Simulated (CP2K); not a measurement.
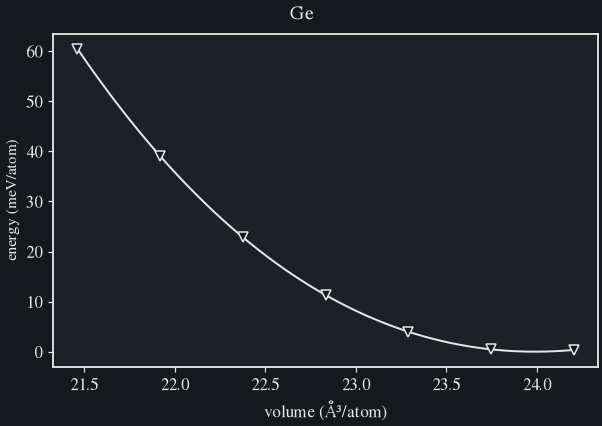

The picture above shows the energy against volume for Ge, space group P6_3/mmc (No. 194).

Structure:
```
CELL_PARAMETERS angstrom
3.99759 0.00000 0.00000
-1.99879 3.46201 0.00000
0.00000 0.00000 6.59938
ATOMIC_POSITIONS crystal
Ge 0.33333 0.66667 0.93710
Ge 0.66667 0.33333 0.43710
Ge 0.33333 0.66667 0.56290
Ge 0.66667 0.33333 0.06290
```

Method: DFT in Gaussian orbitals with a plane-wave density, no spin polarisation; energies at scaled volumes of the given cell, shape and fractions fixed, counted from the fit's minimum, third-order Birch-Murnaghan fit (CP2K 2026.2). Level: PBE.

k mesh 8×8×4; occupations Fermi–Dirac; smearing width 0.05 eV; potentials GTH PBE with UZH TZVP basis; density cutoff 6123 eV; program settings ngrids 5, basis sets Ge TZVP-MOLOPT-PBE-GTH-q4, cutoff ry 450 Ry, rel cutoff ry 60 Ry.

From this curve and the settings, what does the calculation give for the pressure at the same points?

The pressure falls from 8.53 GPa at volume 21.46 Å³/atom to −0.54 GPa at 24.20 Å³/atom, and changes sign near 23.99 Å³/atom.

```json
{"volume (Å³/atom)": "21.46", "pressure (GPa)": "8.53"}
{"volume (Å³/atom)": "21.92", "pressure (GPa)": "6.57"}
{"volume (Å³/atom)": "22.38", "pressure (GPa)": "4.82"}
{"volume (Å³/atom)": "22.83", "pressure (GPa)": "3.29"}
{"volume (Å³/atom)": "23.29", "pressure (GPa)": "1.89"}
{"volume (Å³/atom)": "23.75", "pressure (GPa)": "0.61"}
{"volume (Å³/atom)": "24.20", "pressure (GPa)": "-0.54"}
```

Caveats: shape and atomic fractions are frozen while scaling, which makes layered, chain and framework solids too stiff.
